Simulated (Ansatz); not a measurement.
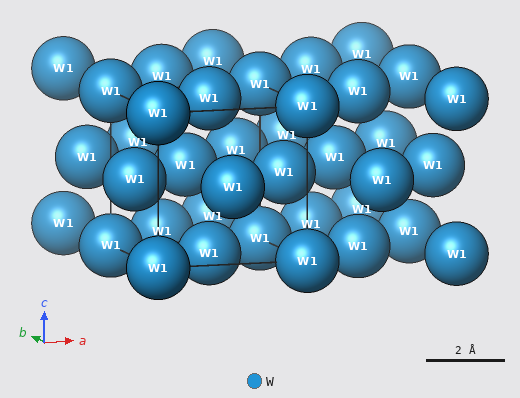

The starting point is a symmetric starting cell of W. The picture is a spheres-only view of the conventional cell (4 times the calculation's cell), repeated 2 × 2 × 1 with one cell outlined, seen slightly off an axis. Lengths and directions refer to the drawn axes.

These are results of Ansatz, DFT PBE, scalar-relativistic, plane waves, PAW, not measurements. Settings: plane-wave cutoff 420 eV; k-point mesh 18 × 18 × 18; occupations gaussian; smearing width 0.1 eV; no spin polarisation.

Change: All lengths are scaled by −1.5 % (volume −4.3 %), the atoms keeping their fractional coordinates. No relaxation follows. The starting cell wasn't computed here and needn't be at equilibrium, so pressure and forces aren't due to the change alone.

What does the calculation give for the changed structure?

The pressure is 8.1 GPa (not all of it need come from the change, since the unchanged cell can be under pressure at this level too). All forces vanish by symmetry. Among the bonded contacts that change: W–W 2.871 → 2.829 Å. The space group stays Fm-3m (No. 225).

Drawn alike, the variant:

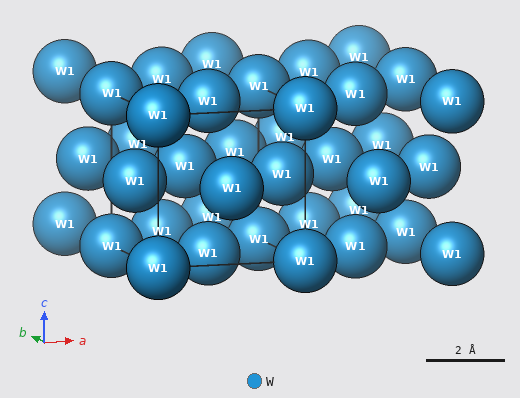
